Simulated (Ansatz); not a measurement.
## GaN: geometry relaxation (part 1 of 3)

The run: geometry relaxation of GaN (slab, 10 atoms in the cell). Method and program: DFT PBE, scalar-relativistic, plane waves, PAW, no spin polarisation (Ansatz 0.2.0).

The structure derives from a Materials Project entry. It belongs to a series of runs on one base structure; here: (1 0 0) slab, atoms relaxed.

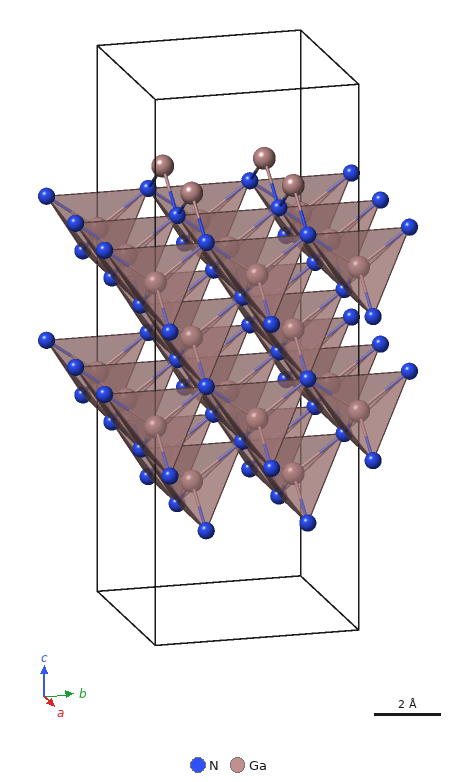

The structure as given in the input (polyhedral view of the 2 × 2 repeat of the cell, with the vacuum cut short, seen slightly off an axis; polyhedra are completed across the faces of the cell). An atom can appear more than once, as a periodic image.

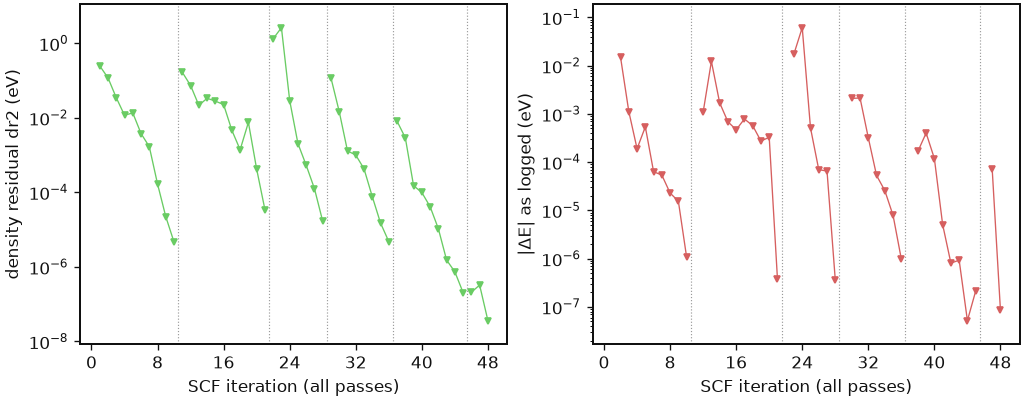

Convergence of the self-consistent field: density residual dr2 and size of the energy change against the SCF iteration. The dotted lines part the SCF passes of the relaxation: geometry steps, rejected trials and re-solves on a re-selected basis. The 6 passes take 3 to 11 iterations each, 48 in all.

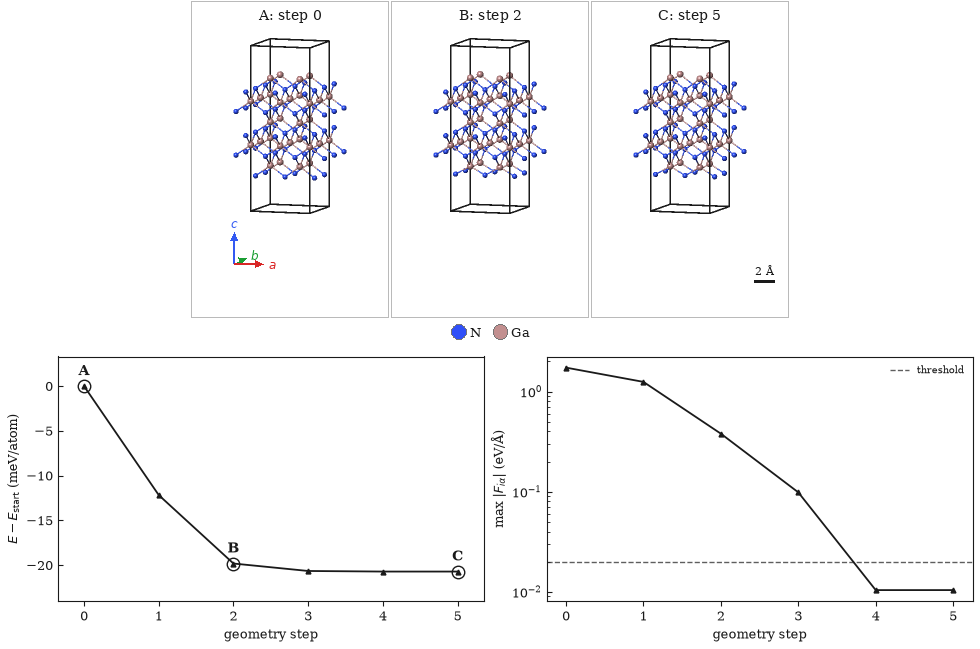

Frames of the relaxation (ball-and-stick view of the 2 × 2 repeat of the cell, with the vacuum cut short, with bonded neighbours outside it, seen slightly off an axis) above the curves, on which the letters mark them (the first geometry is step 0 here and step 1 in the log).

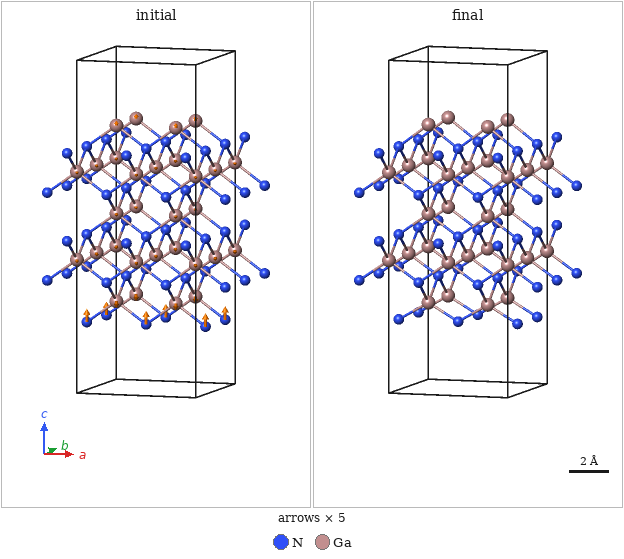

Before (left) and after (right) the relaxation, at one scale (ball-and-stick view of the 2 × 2 repeat of the cell, with the vacuum cut short, with bonded neighbours outside it, seen slightly off an axis). The orange arrows give the displacements, magnified 5 times. The atom that moves furthest is N1 (0.14 Å). Largest moves by element: N 0.14 Å, Ga 0.07 Å. The lattice vectors keep their values. Distances before and after: N1–Ga2 1.970 → 1.856 Å, Ga2–N3 1.970 → 2.017 Å, N9–Ga10 1.970 → 2.002 Å, N3–Ga4 1.970 → 1.942 Å. Among the angles that change: Ga2–N1–Ga2 109.5° → 120.1°, N1–Ga2–N1 109.5° → 120.1°, Ga2–N3–Ga2 109.5° → 105.8°. Over 5 geometry steps the energy falls by 20.7 meV per atom. Largest force component: 1.7 eV/Å at the start, 0.01 eV/Å at the end. (Atoms are counted from 1 in the order of the input.)

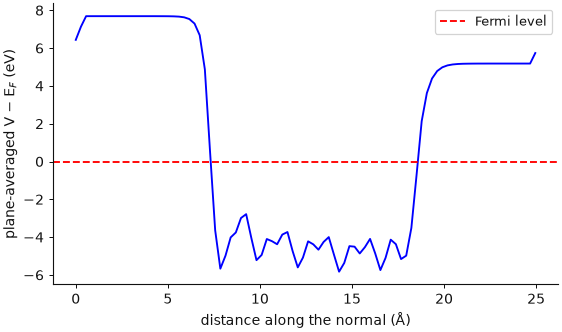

Plane average of the electrostatic potential energy of an electron across the cell, from the Fermi level. The vacuum level lies 5.18 eV above the Fermi level on the upper side and 7.69 eV on the lower.

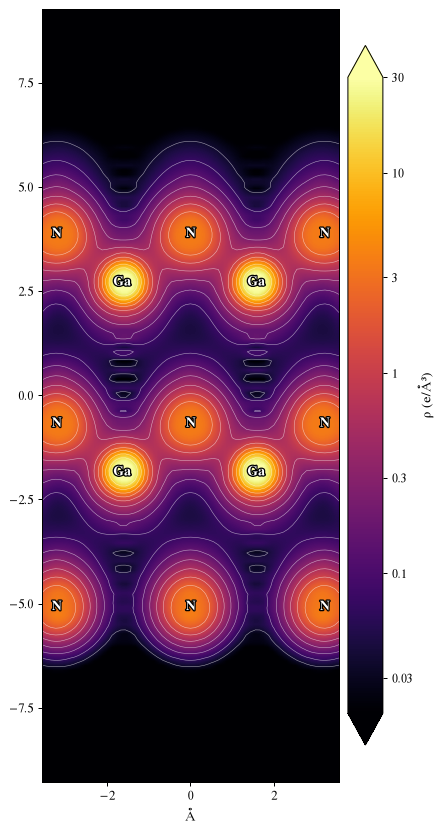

Valence electron density on the (100) plane of the calculation cell, a cut from vacuum to vacuum. The section cuts through N and Ga sites. Ga–N (1.99 Å): ρ at the midpoint is about 0.69 e/Å³. The density dies away to nearly zero in the vacuum. The fields are those of the smooth PAW valence density.

These pictures come from the run below.

Input
```yaml
crystal:
  lattice:
    - [3.2162589128, 0.0, 0.0]
    - [0.0, 3.2162589128, 0.0]
    - [0.0, 0.0, 25.2340731927]
  atoms:
    - { symbol: "N", position: [0.0, 0.5, 0.2972171771] }
    - { symbol: Ga, position: [0.5, 0.5, 0.3422800266] }
    - { symbol: "N", position: [0.5, 0.0, 0.3873428761] }
    - { symbol: Ga, position: [0.0, 0.0, 0.4324057257] }
    - { symbol: "N", position: [0.0, 0.5, 0.4774685752] }
    - { symbol: Ga, position: [0.5, 0.5, 0.5225314248] }
    - { symbol: "N", position: [0.5, 0.0, 0.5675942743] }
    - { symbol: Ga, position: [0.0, 0.0, 0.6126571239] }
    - { symbol: "N", position: [0.0, 0.5, 0.6577199734] }
    - { symbol: Ga, position: [0.5, 0.5, 0.7027828229] }
basis:
  ecutwfc: 420
kpoints:
  mp_grid: { grid: [8, 8, 1] }
hamiltonian:
  xc: pbe
scf:
  occupations: { method: gaussian, width: 0.05 }
output:
  forces: true
  eigenvalues: true
  write_density: true
  write_potential: true
  elf: true
  volumetric_format: npy
relax:
  adjacent_minimum: "off"
  f_tol: 0.02
  max_steps: 60
efield:
  axis: 3
  dipole_correction: true
  ramp_width: 0.04
```

Launched with:
```bash
ansatz run input.yaml --threads 1 --pin off --max-ram 2560MiB --backend cpu --events-out ev --progress --plain --runs-dir out
```

What the program printed
```
Engine: ansatz 0.2.0, x86_64-unknown-linux-gnu
Pseudopotentials: kind: paw
Pseudopotential: N, paw, valence charge 5, recommended cutoff 420 eV (normal), N.paw.azcp
Pseudopotential: Ga, paw, valence charge 13, recommended cutoff 420 eV (normal), Ga.paw.azcp
Functional definition: PBE
  parameter kappa = 0.804
  parameter beta = 0.06672455060314922
  exchange = pbe_x(kappa = kappa, mu = beta*pi^2/3)
  correlation = pbe_c(beta = beta)
Crystal: 10 atoms, lattice volume = 261.029 Å³
Basis set: ecut = 420 eV, 5125 PW (Γ), exchange–correlation on 48×48×360 points (8 copies of the dense FFT grid, shifted against one another)
Bands: 55, of which v1, the nominal top of the filled ones, is band 45 counted from 1 (44 counted from 0)
Symmetry: 4 space group operations
Space group: Pmm2 (ITA 25), of the structure as read, at distance tolerance 6.4e-5 Å
k-points: 25 of 64
Non-local potential: N, projectors of the file, l = 0: 2, l = 1: 2, l = 2: 1
Non-local potential: Ga, projectors of the file, l = 0: 2, l = 1: 2, l = 2: 3, l = 3: 1
PAW form: soft (Blöchl's): semilocal exchange-correlation on the pseudo side does not see the compensation charge
PAW one-centre angular grid: N, 110 points (default); XC on 64 Gauss nodes
PAW one-centre angular grid: Ga, 590 points (default); XC on 64 Gauss nodes
Initial density: superposition of atomic densities (neutral atoms: chi_scale 0, normalization atom), corrected by the library's trained network
Initial wavefunctions: pseudopotential atomic-orbital guess
Functional: x = pbe(κ = 0.804, μ = 0.2195149727645171), c = pbe(β = 0.06672455060314922)
SCF iter   1: F=—  HF=-20834.058743 eV  |F-HF|=—  |Δ(HF+E_count)|=         —  Δρ=6.33e-3  dr2=2.47e-1  ethr=1.77e-3  p=0.202 e·Å  D=1.40e-1 V/Å  ΔV_dip=-3.54 eV  dr2_dipole=8.17e-2  V_vac-E_F(+/−)=4.87/8.41 eV  ⟨swp⟩=6.8  Hψ=5976  notcnv=0  defer=37
efield: sawtooth ramp at fractional position 0.9800 (placed from the atoms, in the widest stretch of the axis that holds none; the zero of the levels goes with the place), width 0.0400; the density the first Hamiltonian is built on has a dipole p = 0.202 e·Å; the dipole correction subtracts the counter field D = 1.40e-1 V/Å, which shifts the + side's vacuum level by -3.54 eV against the − side's; the planar-averaged density in the ramp window peaks in size at 1.7e-5 e/Å³
preconditioner: auto → LDOS  [metal: Δε(μ)=0.018 eV  Ē_g=15.283 eV  σ=0.050 eV  W_gap=0.20  n_scr=54 (ndim 8)  ℏωp=21.8 eV  f_vac=0.489  D(μ)=5.08/eV (n_scr^D=14)  β→1.0]
SCF iter   2: F=—  HF=-20834.043813 eV  |F-HF|=—  |Δ(HF+E_count)|=   1.49e-2  Δρ=3.85e-3  dr2=1.18e-1  ethr=2.74e-4  p=0.183 e·Å  D=1.27e-1 V/Å  ΔV_dip=-3.19 eV  dr2_dipole=7.47e-2  V_vac-E_F(+/−)=5.12/8.32 eV  ⟨swp⟩=2.4  Hψ=1863  notcnv=0  defer=103
SCF iter   3: F=—  HF=-20834.042694 eV  |F-HF|=—  |Δ(HF+E_count)|=   1.12e-3  Δρ=1.36e-3  dr2=3.46e-2  ethr=1.32e-4  p=0.181 e·Å  D=1.26e-1 V/Å  ΔV_dip=-3.17 eV  dr2_dipole=1.11e-2  V_vac-E_F(+/−)=5.13/8.30 eV  ⟨swp⟩=2.0  Hψ=1481  notcnv=0  defer=103
SCF iter   4: F=—  HF=-20834.042504 eV  |F-HF|=—  |Δ(HF+E_count)|=   1.90e-4  Δρ=1.23e-3  dr2=1.17e-2  ethr=3.85e-5  p=0.179 e·Å  D=1.24e-1 V/Å  ΔV_dip=-3.13 eV  dr2_dipole=3.89e-4  V_vac-E_F(+/−)=5.16/8.29 eV  ⟨swp⟩=1.1  Hψ=1275  notcnv=0  defer=103
SCF iter   5: F=—  HF=-20834.041964 eV  |F-HF|=—  |Δ(HF+E_count)|=   5.40e-4  Δρ=1.12e-3  dr2=1.35e-2  ethr=1.30e-5  p=0.177 e·Å  D=1.22e-1 V/Å  ΔV_dip=-3.09 eV  dr2_dipole=7.27e-3  V_vac-E_F(+/−)=5.19/8.28 eV  ⟨swp⟩=1.6  Hψ=1371  notcnv=0  defer=103
SCF iter   6: F=—  HF=-20834.041901 eV  |F-HF|=—  |Δ(HF+E_count)|=   6.34e-5  Δρ=1.16e-3  dr2=3.78e-3  ethr=1.30e-5  p=0.176 e·Å  D=1.22e-1 V/Å  ΔV_dip=-3.08 eV  dr2_dipole=1.49e-3  V_vac-E_F(+/−)=5.20/8.28 eV  ⟨swp⟩=2.0  Hψ=1321  notcnv=0  defer=103
SCF iter   7: F=—  HF=-20834.041847 eV  |F-HF|=—  |Δ(HF+E_count)|=   5.39e-5  Δρ=3.75e-4  dr2=1.68e-3  ethr=4.20e-6  p=0.175 e·Å  D=1.21e-1 V/Å  ΔV_dip=-3.06 eV  dr2_dipole=9.33e-4  V_vac-E_F(+/−)=5.21/8.26 eV  ⟨swp⟩=2.0  Hψ=1452  notcnv=0  defer=103
SCF iter   8: F=—  HF=-20834.041824 eV  |F-HF|=—  |Δ(HF+E_count)|=   2.29e-5  Δρ=1.19e-4  dr2=1.67e-4  ethr=1.87e-6  p=0.175 e·Å  D=1.21e-1 V/Å  ΔV_dip=-3.06 eV  dr2_dipole=2.69e-5  V_vac-E_F(+/−)=5.20/8.26 eV  ⟨swp⟩=1.6  Hψ=1347  notcnv=0  defer=103
SCF iter   9: F=—  HF=-20834.041840 eV  |F-HF|=—  |Δ(HF+E_count)|=   1.55e-5  Δρ=7.02e-5  dr2=2.21e-5  ethr=1.85e-7  p=0.175 e·Å  D=1.21e-1 V/Å  ΔV_dip=-3.06 eV  dr2_dipole=5.05e-6  V_vac-E_F(+/−)=5.20/8.26 eV  ⟨swp⟩=2.0  Hψ=1571  notcnv=0  defer=102
SCF iter  10: F=-20834.041837 eV  HF=-20834.041839 eV  |F-HF|=1.92e-6  |Δ(HF+E_count)|=   1.07e-6  Δρ=3.26e-5  dr2=4.59e-6  ethr=1.11e-8  p=0.175 e·Å  D=1.21e-1 V/Å  ΔV_dip=-3.06 eV  dr2_dipole=2.89e-7  V_vac-E_F(+/−)=5.20/8.26 eV  ⟨swp⟩=23.1  Hψ=15570  notcnv=0
SCF 1 converged in 10 iterations: F = -20834.041837 eV  dr2 = 4.59e-6
  greatest PAW one-centre occupation: 0.995 electrons in one spin orbital (limit 2), on the Ga atom at site 3 (counted from 0), in its partial waves of l = 2
relax step   1: F+E_penalty+E_count = -20834.04183682 eV  Δ(F+E_penalty+E_count) = +0.000e0 eV  max|allowed force component| = 1.733e0 eV/Å  Δτ_max = 0.0000 Å  (10 SCF iters, dr2 threshold 1.00e-5 eV, accepted)
Initial density: handed on by an earlier stage of this run
Initial wavefunctions: those handed on with the density
iter 1 solved again at ethr=1.84e-4 eV; its pass at ethr=3.10e-3 eV (dr2=1.66e-1 eV) is discarded
```
